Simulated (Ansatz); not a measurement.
Run report: Ti$_{12}$H, nudged elastic band (part 1 of 2)

- system: Ti$_{12}$H (defect cell, 13 atoms in the cell)
- method: DFT PBE, scalar-relativistic, plane waves, PAW, no spin polarisation (Ansatz 0.2.0)

It belongs to a series of runs on one base structure; here: band between the two ends. Figures and captions count atoms from 1; the log counts them from 0 in places.

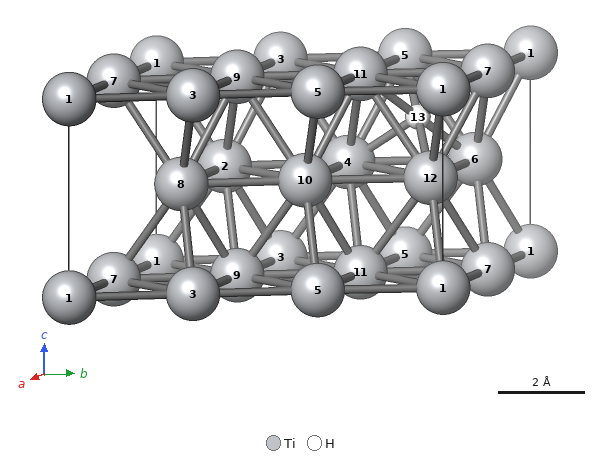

Figure 1. The starting structure (ball-and-stick view of the cell of the calculation, seen slightly off an axis; atoms are numbered from 1 in the order of the input). An atom can appear more than once, as a periodic image.

## Results in brief

```json
{"quantity": "outcome", "value": "converged"}
{"quantity": "barrier, forward", "value": "0.661 eV"}
{"quantity": "barrier, backward", "value": "0.662 eV"}
{"quantity": "electrons treated", "value": "145"}
{"quantity": "hardware", "value": "4 threads of INTEL XEON PLATINUM @ 2.10GHz (Emerald Rapids), 24 GiB of memory available, shared host"}
{"quantity": "wall time", "value": "5.3 min (CPU time 19 min)"}
{"quantity": "peak memory", "value": "2.5 GiB"}
```

## The input
```yaml
crystal:
  lattice:
    - [5.9, 0.0, 0.0]
    - [-4.425, 7.664325, 0.0]
    - [0.0, 0.0, 4.6846]
  atoms:
    - { symbol: Ti, position: [0.00118966, 0.00160258, -0.00178981] }
    - { symbol: Ti, position: [0.16587019, 0.22164858, 0.49618055] }
    - { symbol: Ti, position: [-0.00180753, 0.33178513, 0.00013352] }
    - { symbol: Ti, position: [0.16407947, 0.55181356, 0.49989914] }
    - { symbol: Ti, position: [-0.00758921, 0.66392406, 0.00133207] }
    - { symbol: Ti, position: [0.16369516, 0.89122177, 0.49784949] }
    - { symbol: Ti, position: [0.50295404, 0.00418423, -0.0009074] }
    - { symbol: Ti, position: [0.66827494, 0.22368039, 0.49837665] }
    - { symbol: Ti, position: [0.50078081, 0.33377749, 0.00230099] }
    - { symbol: Ti, position: [0.66521458, 0.55371609, 0.50015094] }
    - { symbol: Ti, position: [0.50343682, 0.66401425, 0.00105557] }
    - { symbol: Ti, position: [0.67323713, 0.89124467, 0.49755893] }
    - { symbol: H, position: [0.33311783, 0.77755949, 0.74831977] }
basis:
  ecutwfc: 420.0
kpoints:
  mp_grid: { grid: [4, 3, 5] }
hamiltonian:
  xc: pbe
scf:
  occupations: { method: fermi_dirac, width: 0.15 }
  lower_state_search: "off"
neb:
  images: 3
  f_tol: 0.05
  initial_path: linear
  max_iterations: 80
  spring: 2.0
  final_atoms:
    - { symbol: Ti, position: [0.00083971, 0.00158437, 0.00100176] }
    - { symbol: Ti, position: [0.165501, 0.22157328, 0.50302457] }
    - { symbol: Ti, position: [-0.00210338, 0.33170651, -0.00092997] }
    - { symbol: Ti, position: [0.16355304, 0.55154704, 0.49952766] }
    - { symbol: Ti, position: [-0.00723088, 0.66406186, -0.00174449] }
    - { symbol: Ti, position: [0.16313093, 0.89124873, 0.50156982] }
    - { symbol: Ti, position: [0.50244998, 0.003928, 0.00033364] }
    - { symbol: Ti, position: [0.66797807, 0.22360258, 0.50083593] }
    - { symbol: Ti, position: [0.50039629, 0.33368977, -0.00308822] }
    - { symbol: Ti, position: [0.66485258, 0.55370398, 0.49904603] }
    - { symbol: Ti, position: [0.50285486, 0.6640375, -0.00166664] }
    - { symbol: Ti, position: [0.67363166, 0.89139422, 0.50207922] }
    - { symbol: H, position: [0.3318259, 0.77735828, 0.24998335] }
  order_check: true
```

Run as:
```bash
ansatz run input.yaml --threads 4 --pin off --max-ram 10240MiB --backend cpu --events-out ev --progress --plain --runs-dir out
```

## The program's output
```
Warning: neb: disabling space-group detection — the band's intermediate images generally break the endpoint symmetry, so no spatial operation reduces the k-mesh or symmetrises the density, except that a semilocal band can use its path's symmetry ahead of convergence; time reversal is kept, so that k and −k are solved as one point where they differ and the mesh holds both, and exact exchange and, on two spinor components, a DFT+U term hold to it where the run has them: on two components no moment then forms, and a state that bears one, which a typed moment (crystal.atoms[].spin; refused beside efield: under a hybrid functional) reaches, can lie lower, under hf by electronvolts; crystal.symmetry.detect: false (a key that needs symmetry detection or time reversal refuses this as the deck is read) with time_reversal: false beside it drops time reversal too
band count auto-derived: 99 (N_el = 145.0; filled up to band 73; 87 by the electrons, moments and atoms)
Engine: ansatz 0.2.0, x86_64-unknown-linux-gnu
Pseudopotentials: kind: paw
Pseudopotential: Ti, paw, valence charge 12, recommended cutoff 420 eV (normal), Ti.paw.azcp
Pseudopotential: H, paw, valence charge 1, recommended cutoff 420 eV (normal), H.paw.azcp
Functional definition: PBE
  parameter kappa = 0.804
  parameter beta = 0.06672455060314922
  exchange = pbe_x(kappa = kappa, mu = beta*pi^2/3)
  correlation = pbe_c(beta = beta)
parallel-image band execution: 3 concurrent image workers
NEB image 0
Crystal: 13 atoms, lattice volume = 211.835 Å³
Basis set: ecut = 420 eV, 4161 PW (Γ), exchange–correlation on 80×120×64 points (8 copies of the dense FFT grid, shifted against one another)
Bands: 99, of which v1, the nominal top of the filled ones, is band 73 counted from 1 (72 counted from 0)
Symmetry: 1 space group operations
k-points: 31 of 60 (time reversal used)
Non-local potential: Ti, projectors of the file, l = 0: 3, l = 1: 2, l = 2: 3, l = 3: 1
Non-local potential: H, projectors of the file, l = 0: 2, l = 1: 1
PAW form: soft (Blöchl's): semilocal exchange-correlation on the pseudo side does not see the compensation charge
PAW one-centre angular grid: Ti, 590 points (default); XC on 64 Gauss nodes
PAW one-centre angular grid: H, 110 points (default); XC on 64 Gauss nodes
Initial density: superposition of atomic densities (neutral atoms: chi_scale 0, normalization atom), corrected by the library's trained network
Initial wavefunctions: pseudopotential atomic-orbital guess
Functional: x = pbe(κ = 0.804, μ = 0.2195149727645171), c = pbe(β = 0.06672455060314922)
SCF iter   1: F=—  HF=-30012.890840 eV  |F-HF|=—  |Δ(HF+E_count)|=         —  Δρ=4.89e-3  dr2=8.38e-2  ethr=1.77e-3  ⟨swp⟩=5.4  Hψ=11611  notcnv=0
preconditioner: auto → Kerker (q_TF=auto, 2.561 Å⁻¹)  [metal: Δε(μ)=0.006 eV  Ē_g=3.069 eV  σ=0.150 eV  W_gap=0.01  n_scr=64 (ndim 8)  ℏωp=17.9 eV  f_vac=0.000  D(μ)=15.81/eV (n_scr^D=190)]
SCF iter   2: F=—  HF=-30012.888475 eV  |F-HF|=—  |Δ(HF+E_count)|=   2.36e-3  Δρ=2.41e-3  dr2=1.94e-2  ethr=5.78e-5  ⟨swp⟩=1.4  Hψ=3549  notcnv=0
SCF iter   3: F=—  HF=-30012.888890 eV  |F-HF|=—  |Δ(HF+E_count)|=   4.15e-4  Δρ=4.73e-4  dr2=4.82e-4  ethr=1.34e-5  ⟨swp⟩=1.5  Hψ=3230  notcnv=0
SCF iter   4: F=—  HF=-30012.888875 eV  |F-HF|=—  |Δ(HF+E_count)|=   1.46e-5  Δρ=1.50e-4  dr2=5.45e-5  ethr=3.32e-7  ⟨swp⟩=2.0  Hψ=4040  notcnv=0
SCF iter   5: F=—  HF=-30012.889033 eV  |F-HF|=—  |Δ(HF+E_count)|=   1.58e-4  Δρ=3.44e-5  dr2=2.06e-6  ethr=3.76e-8  ⟨swp⟩=2.4  Hψ=4982  notcnv=0
SCF iter   6: F=—  HF=-30012.889034 eV  |F-HF|=—  |Δ(HF+E_count)|=   1.80e-7  Δρ=8.49e-6  dr2=1.23e-7  ethr=1.42e-9  ⟨swp⟩=2.0  Hψ=3977  notcnv=0
SCF iter   7: F=-30012.889034 eV  HF=-30012.889034 eV  |F-HF|=5.26e-9  |Δ(HF+E_count)|=   1.10e-8  Δρ=1.69e-6  dr2=7.91e-9  ethr=6.90e-11  ⟨swp⟩=3.9  Hψ=8066  notcnv=0
SCF 1 converged in 7 iterations: F = -30012.889034 eV  dr2 = 7.91e-9
  greatest PAW one-centre occupation: 0.999 electrons in one spin orbital (limit 2), on the Ti atom at site 9 (counted from 0), in its partial waves of l = 0
NSCF: frozen V_eff on 31 k-points
NEB image 4
SCF iter   1: F=—  HF=-30012.891045 eV  |F-HF|=—  |Δ(HF+E_count)|=         —  Δρ=4.89e-3  dr2=8.38e-2  ethr=1.77e-3  ⟨swp⟩=5.3  Hψ=11581  notcnv=0
SCF iter   2: F=—  HF=-30012.888556 eV  |F-HF|=—  |Δ(HF+E_count)|=   2.49e-3  Δρ=2.41e-3  dr2=1.94e-2  ethr=5.78e-5  ⟨swp⟩=1.4  Hψ=3550  notcnv=0
SCF iter   3: F=—  HF=-30012.888971 eV  |F-HF|=—  |Δ(HF+E_count)|=   4.15e-4  Δρ=4.73e-4  dr2=4.82e-4  ethr=1.34e-5  ⟨swp⟩=1.5  Hψ=3231  notcnv=0
SCF iter   4: F=—  HF=-30012.888955 eV  |F-HF|=—  |Δ(HF+E_count)|=   1.64e-5  Δρ=1.50e-4  dr2=5.39e-5  ethr=3.32e-7  ⟨swp⟩=2.0  Hψ=4055  notcnv=0
SCF iter   5: F=—  HF=-30012.889121 eV  |F-HF|=—  |Δ(HF+E_count)|=   1.66e-4  Δρ=3.44e-5  dr2=2.07e-6  ethr=3.72e-8  ⟨swp⟩=2.4  Hψ=5063  notcnv=0
SCF iter   6: F=—  HF=-30012.889121 eV  |F-HF|=—  |Δ(HF+E_count)|=   1.79e-7  Δρ=8.44e-6  dr2=1.21e-7  ethr=1.43e-9  ⟨swp⟩=2.0  Hψ=3916  notcnv=0
SCF iter   7: F=-30012.889121 eV  HF=-30012.889121 eV  |F-HF|=5.14e-9  |Δ(HF+E_count)|=   1.12e-8  Δρ=1.67e-6  dr2=7.78e-9  ethr=6.90e-11  ⟨swp⟩=3.9  Hψ=8067  notcnv=0
SCF 2 converged in 7 iterations: F = -30012.889121 eV  dr2 = 7.78e-9
  greatest PAW one-centre occupation: 0.999 electrons in one spin orbital (limit 2), on the Ti atom at site 0 (counted from 0), in its partial waves of l = 0
NSCF: frozen V_eff on 31 k-points
NEB end point (image 0): max|allowed force component| = 1.895e-2 eV/Å (the criterion of neb.relax_end_points is 1.000e-2)
NEB end point (image 4): max|allowed force component| = 2.016e-2 eV/Å (the criterion of neb.relax_end_points is 1.000e-2)
NEB image 1
SCF iter   1: F=—  HF=-30012.493642 eV  |F-HF|=—  |Δ(HF+E_count)|=         —  Δρ=5.40e-3  dr2=8.07e-2  ethr=1.77e-3  ⟨swp⟩=5.2  Hψ=11607  notcnv=0
preconditioner: auto → Kerker (q_TF=auto, 2.561 Å⁻¹)  [metal: Δε(μ)=0.007 eV  Ē_g=3.059 eV  σ=0.150 eV  W_gap=0.01  n_scr=64 (ndim 8)  ℏωp=17.9 eV  f_vac=0.000  D(μ)=15.60/eV (n_scr^D=186)]
SCF iter   2: F=—  HF=-30012.491740 eV  |F-HF|=—  |Δ(HF+E_count)|=   1.90e-3  Δρ=2.84e-3  dr2=1.98e-2  ethr=5.57e-5  ⟨swp⟩=1.6  Hψ=3566  notcnv=0
SCF iter   3: F=—  HF=-30012.491797 eV  |F-HF|=—  |Δ(HF+E_count)|=   5.65e-5  Δρ=5.26e-4  dr2=5.50e-4  ethr=1.36e-5  ⟨swp⟩=2.0  Hψ=3655  notcnv=0
SCF iter   4: F=—  HF=-30012.491749 eV  |F-HF|=—  |Δ(HF+E_count)|=   4.77e-5  Δρ=1.82e-4  dr2=8.26e-5  ethr=3.79e-7  ⟨swp⟩=2.5  Hψ=5290  notcnv=0
SCF iter   5: F=—  HF=-30012.491931 eV  |F-HF|=—  |Δ(HF+E_count)|=   1.82e-4  Δρ=3.65e-5  dr2=2.92e-6  ethr=5.70e-8  ⟨swp⟩=2.0  Hψ=3859  notcnv=0
SCF iter   6: F=—  HF=-30012.491931 eV  |F-HF|=—  |Δ(HF+E_count)|=   1.80e-7  Δρ=1.00e-5  dr2=2.09e-7  ethr=2.02e-9  ⟨swp⟩=2.0  Hψ=4116  notcnv=0
SCF iter   7: F=-30012.491931 eV  HF=-30012.491931 eV  |F-HF|=6.28e-9  |Δ(HF+E_count)|=   1.57e-8  Δρ=2.33e-6  dr2=1.14e-8  ethr=6.90e-11  ⟨swp⟩=4.0  Hψ=8746  notcnv=0
[...]
NEB image 2
preconditioner: auto → Kerker (q_TF=auto, 2.561 Å⁻¹)  [metal: Δε(μ)=0.020 eV  Ē_g=3.052 eV  σ=0.150 eV  W_gap=0.03  n_scr=64 (ndim 8)  ℏωp=17.9 eV  f_vac=0.000  D(μ)=15.03/eV (n_scr^D=168)]
NEB image 3
preconditioner: auto → Kerker (q_TF=auto, 2.561 Å⁻¹)  [metal: Δε(μ)=0.006 eV  Ē_g=3.059 eV  σ=0.150 eV  W_gap=0.01  n_scr=64 (ndim 8)  ℏωp=17.9 eV  f_vac=0.000  D(μ)=15.61/eV (n_scr^D=186)]
NEB iter   1: max|band force component| = 3.905e-1 eV/Å  barrier→ = 0.6949 eV  barrier← = 0.6949 eV  CI = image 2  Δτ_max = 0.0908 Å  (35 SCF iters)
NEB image 1
Initial density: handed on by an earlier stage of this run
Initial wavefunctions: those handed on with the density
preconditioner: auto → Kerker (q_TF=auto, 2.561 Å⁻¹)  [metal: Δε(μ)=0.013 eV  Ē_g=3.056 eV  σ=0.150 eV  W_gap=0.02  n_scr=64 (ndim 8)  ℏωp=17.9 eV  f_vac=0.000  D(μ)=15.60/eV (n_scr^D=186)]
NEB image 2
preconditioner: auto → Kerker (q_TF=auto, 2.561 Å⁻¹)  [metal: Δε(μ)=0.024 eV  Ē_g=3.048 eV  σ=0.150 eV  W_gap=0.04  n_scr=64 (ndim 8)  ℏωp=17.9 eV  f_vac=0.000  D(μ)=15.12/eV (n_scr^D=168)]
NEB image 3
preconditioner: auto → Kerker (q_TF=auto, 2.561 Å⁻¹)  [metal: Δε(μ)=0.012 eV  Ē_g=3.056 eV  σ=0.150 eV  W_gap=0.02  n_scr=64 (ndim 8)  ℏωp=17.9 eV  f_vac=0.000  D(μ)=15.60/eV (n_scr^D=186)]
NEB iter   2: max|band force component| = 3.200e-1 eV/Å  barrier→ = 0.6839 eV  barrier← = 0.6840 eV  CI = image 2  Δτ_max = 0.0476 Å  (22 SCF iters)
NEB image 1
preconditioner: auto → Kerker (q_TF=auto, 2.561 Å⁻¹)  [metal: Δε(μ)=0.013 eV  Ē_g=3.058 eV  σ=0.150 eV  W_gap=0.02  n_scr=64 (ndim 8)  ℏωp=17.9 eV  f_vac=0.000  D(μ)=15.59/eV (n_scr^D=186)]
NEB image 2
preconditioner: auto → Kerker (q_TF=auto, 2.561 Å⁻¹)  [metal: Δε(μ)=0.044 eV  Ē_g=3.050 eV  σ=0.150 eV  W_gap=0.07  n_scr=64 (ndim 8)  ℏωp=17.9 eV  f_vac=0.000  D(μ)=14.93/eV (n_scr^D=164)]
NEB image 3
preconditioner: auto → Kerker (q_TF=auto, 2.561 Å⁻¹)  [metal: Δε(μ)=0.014 eV  Ē_g=3.059 eV  σ=0.150 eV  W_gap=0.02  n_scr=64 (ndim 8)  ℏωp=17.9 eV  f_vac=0.000  D(μ)=15.60/eV (n_scr^D=186)]
NEB image 1
NSCF: frozen V_eff on 31 k-points
NEB image 3
NSCF: frozen V_eff on 31 k-points
NEB image 2
NSCF: frozen V_eff on 31 k-points
the band table was solved once a step of the walk had ended and its energy, with any forces and stress, was formed, with the checks that follow a solve (12402 applications of the Hamiltonian). They found nothing against the state; the energy, forces and stress were not computed again (output.eigenvalues in the input reference)
NEB image 2, as the band closes
preconditioner: auto → Kerker (q_TF=auto, 2.561 Å⁻¹)  [metal: Δε(μ)=0.041 eV  Ē_g=3.048 eV  σ=0.150 eV  W_gap=0.07  n_scr=64 (ndim 8)  ℏωp=17.9 eV  f_vac=0.000  D(μ)=14.94/eV (n_scr^D=164)]
NEB point 1 about image 2
preconditioner: auto → Kerker (q_TF=auto, 2.561 Å⁻¹)  [metal: Δε(μ)=0.038 eV  Ē_g=3.048 eV  σ=0.150 eV  W_gap=0.06  n_scr=64 (ndim 8)  ℏωp=17.9 eV  f_vac=0.000  D(μ)=14.95/eV (n_scr^D=168)]
NEB point 2 about image 2
NEB point 3 about image 2
preconditioner: auto → Kerker (q_TF=auto, 2.561 Å⁻¹)  [metal: Δε(μ)=0.024 eV  Ē_g=3.048 eV  σ=0.150 eV  W_gap=0.04  n_scr=64 (ndim 8)  ℏωp=17.9 eV  f_vac=0.000  D(μ)=15.05/eV (n_scr^D=168)]
NEB point 4 about image 2
preconditioner: auto → Kerker (q_TF=auto, 2.561 Å⁻¹)  [metal: Δε(μ)=0.040 eV  Ē_g=3.048 eV  σ=0.150 eV  W_gap=0.07  n_scr=64 (ndim 8)  ℏωp=17.9 eV  f_vac=0.000  D(μ)=14.97/eV (n_scr^D=168)]
NEB point 5 about image 2
preconditioner: auto → Kerker (q_TF=auto, 2.561 Å⁻¹)  [metal: Δε(μ)=0.036 eV  Ē_g=3.048 eV  σ=0.150 eV  W_gap=0.06  n_scr=64 (ndim 8)  ℏωp=17.9 eV  f_vac=0.000  D(μ)=14.98/eV (n_scr^D=168)]
NEB point 6 about image 2
preconditioner: auto → Kerker (q_TF=auto, 2.561 Å⁻¹)  [metal: Δε(μ)=0.040 eV  Ē_g=3.048 eV  σ=0.150 eV  W_gap=0.07  n_scr=64 (ndim 8)  ℏωp=17.9 eV  f_vac=0.000  D(μ)=14.99/eV (n_scr^D=168)]
NEB point 7 about image 2
preconditioner: auto → Kerker (q_TF=auto, 2.561 Å⁻¹)  [metal: Δε(μ)=0.038 eV  Ē_g=3.049 eV  σ=0.150 eV  W_gap=0.06  n_scr=64 (ndim 8)  ℏωp=17.9 eV  f_vac=0.000  D(μ)=14.96/eV (n_scr^D=168)]
NEB point 8 about image 2
preconditioner: auto → Kerker (q_TF=auto, 2.561 Å⁻¹)  [metal: Δε(μ)=0.037 eV  Ē_g=3.048 eV  σ=0.150 eV  W_gap=0.06  n_scr=64 (ndim 8)  ℏωp=17.9 eV  f_vac=0.000  D(μ)=15.06/eV (n_scr^D=168)]
NEB point 9 about image 2
preconditioner: auto → Kerker (q_TF=auto, 2.561 Å⁻¹)  [metal: Δε(μ)=0.042 eV  Ē_g=3.048 eV  σ=0.150 eV  W_gap=0.07  n_scr=64 (ndim 8)  ℏωp=17.9 eV  f_vac=0.000  D(μ)=14.99/eV (n_scr^D=168)]
NEB point 10 about image 2
preconditioner: auto → Kerker (q_TF=auto, 2.561 Å⁻¹)  [metal: Δε(μ)=0.045 eV  Ē_g=3.048 eV  σ=0.150 eV  W_gap=0.08  n_scr=64 (ndim 8)  ℏωp=17.9 eV  f_vac=0.000  D(μ)=14.97/eV (n_scr^D=168)]
NEB point 11 about image 2
preconditioner: auto → Kerker (q_TF=auto, 2.561 Å⁻¹)  [metal: Δε(μ)=0.047 eV  Ē_g=3.049 eV  σ=0.150 eV  W_gap=0.08  n_scr=64 (ndim 8)  ℏωp=17.9 eV  f_vac=0.000  D(μ)=15.01/eV (n_scr^D=168)]
NEB point 12 about image 2
preconditioner: auto → Kerker (q_TF=auto, 2.561 Å⁻¹)  [metal: Δε(μ)=0.030 eV  Ē_g=3.048 eV  σ=0.150 eV  W_gap=0.05  n_scr=64 (ndim 8)  ℏωp=17.9 eV  f_vac=0.000  D(μ)=15.00/eV (n_scr^D=168)]
NEB point 13 about image 2
preconditioner: auto → Kerker (q_TF=auto, 2.561 Å⁻¹)  [metal: Δε(μ)=0.044 eV  Ē_g=3.048 eV  σ=0.150 eV  W_gap=0.07  n_scr=64 (ndim 8)  ℏωp=17.9 eV  f_vac=0.000  D(μ)=14.99/eV (n_scr^D=168)]
NEB point 14 about image 2
preconditioner: auto → Kerker (q_TF=auto, 2.561 Å⁻¹)  [metal: Δε(μ)=0.043 eV  Ē_g=3.049 eV  σ=0.150 eV  W_gap=0.07  n_scr=64 (ndim 8)  ℏωp=17.9 eV  f_vac=0.000  D(μ)=15.02/eV (n_scr^D=168)]
NEB point 15 about image 2
preconditioner: auto → Kerker (q_TF=auto, 2.561 Å⁻¹)  [metal: Δε(μ)=0.031 eV  Ē_g=3.048 eV  σ=0.150 eV  W_gap=0.05  n_scr=64 (ndim 8)  ℏωp=17.9 eV  f_vac=0.000  D(μ)=15.04/eV (n_scr^D=168)]
NEB point between images 0 and 1
preconditioner: auto → Kerker (q_TF=auto, 2.561 Å⁻¹)  [metal: Δε(μ)=0.004 eV  Ē_g=3.063 eV  σ=0.150 eV  W_gap=0.01  n_scr=64 (ndim 8)  ℏωp=17.9 eV  f_vac=0.000  D(μ)=15.89/eV (n_scr^D=190)]
NEB point between images 1 and 2
preconditioner: auto → Kerker (q_TF=auto, 2.561 Å⁻¹)  [metal: Δε(μ)=0.017 eV  Ē_g=3.057 eV  σ=0.150 eV  W_gap=0.03  n_scr=64 (ndim 8)  ℏωp=17.9 eV  f_vac=0.000  D(μ)=15.11/eV (n_scr^D=168)]
NEB point between images 2 and 3
preconditioner: auto → Kerker (q_TF=auto, 2.561 Å⁻¹)  [metal: Δε(μ)=0.009 eV  Ē_g=3.046 eV  σ=0.150 eV  W_gap=0.02  n_scr=64 (ndim 8)  ℏωp=17.9 eV  f_vac=0.000  D(μ)=15.27/eV (n_scr^D=168)]
NEB point between images 3 and 4
NEB point between images 1 and 2
preconditioner: auto → Kerker (q_TF=auto, 2.561 Å⁻¹)  [metal: Δε(μ)=0.020 eV  Ē_g=3.055 eV  σ=0.150 eV  W_gap=0.03  n_scr=64 (ndim 8)  ℏωp=17.9 eV  f_vac=0.000  D(μ)=15.33/eV (n_scr^D=172)]
NEB point between images 1 and 2
preconditioner: auto → Kerker (q_TF=auto, 2.561 Å⁻¹)  [metal: Δε(μ)=0.012 eV  Ē_g=3.058 eV  σ=0.150 eV  W_gap=0.02  n_scr=64 (ndim 8)  ℏωp=17.9 eV  f_vac=0.000  D(μ)=14.91/eV (n_scr^D=164)]
NEB point between images 2 and 3
preconditioner: auto → Kerker (q_TF=auto, 2.561 Å⁻¹)  [metal: Δε(μ)=0.013 eV  Ē_g=3.045 eV  σ=0.150 eV  W_gap=0.02  n_scr=64 (ndim 8)  ℏωp=17.9 eV  f_vac=0.000  D(μ)=15.07/eV (n_scr^D=168)]
NEB point between images 2 and 3
preconditioner: auto → Kerker (q_TF=auto, 2.561 Å⁻¹)  [metal: Δε(μ)=0.014 eV  Ē_g=3.049 eV  σ=0.150 eV  W_gap=0.02  n_scr=64 (ndim 8)  ℏωp=17.9 eV  f_vac=0.000  D(μ)=15.49/eV (n_scr^D=172)]
NEB iter   3: max|band force component| = 2.735e-2 eV/Å  barrier→ = 0.6615 eV  barrier← = 0.6616 eV  CI = image 2  Δτ_max = 0.0000 Å  (196 SCF iters)
```
